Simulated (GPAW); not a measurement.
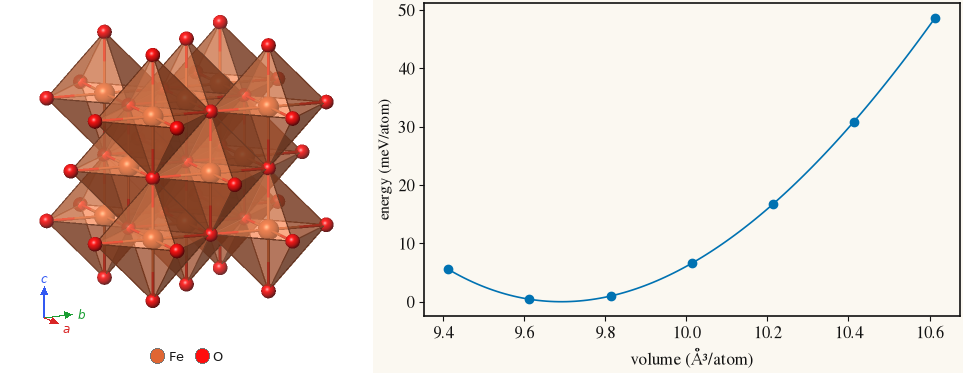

Plotted: energy against volume for FeO, space group Fm-3m (No. 225). The conventional cell is drawn beside the plot.

Structure:
```xyz
2
Lattice="0.0000 2.1554 2.1554 2.1554 0.0000 2.1554 2.1554 2.1554 0.0000" Properties=species:S:1:pos:R:3 pbc="T T T"
Fe    0.0000    0.0000    0.0000
O     2.1554    2.1554    2.1554
```

Calculation (GPAW 26.7.0): PAW DFT in plane waves, on a grid or in atomic orbitals, collinear spins; energies at scaled volumes of the given cell, shape and fractions fixed, counted from the fit's minimum, third-order Birch-Murnaghan fit. Level: PBEsol, collinear spin.

k mesh 11×11×11; occupations Fermi–Dirac; smearing width 0.05 eV; potentials PAW data sets made by gpaw setup for the functional; wave cutoff 800 eV; program settings basis pw.

From this curve and the settings, what does the calculation give for the pressure at the same points?

The pressure falls from 5.89 GPa at volume 9.41 Å³/atom to −16.16 GPa at 10.61 Å³/atom, and changes sign near 9.66 Å³/atom.

| volume (Å³/atom) | pressure (GPa) |
| --- | --- |
| 9.41 | 5.89 |
| 9.61 | 1.11 |
| 9.81 | −3.18 |
| 10.01 | −7.00 |
| 10.21 | −10.42 |
| 10.41 | −13.45 |
| 10.61 | −16.16 |
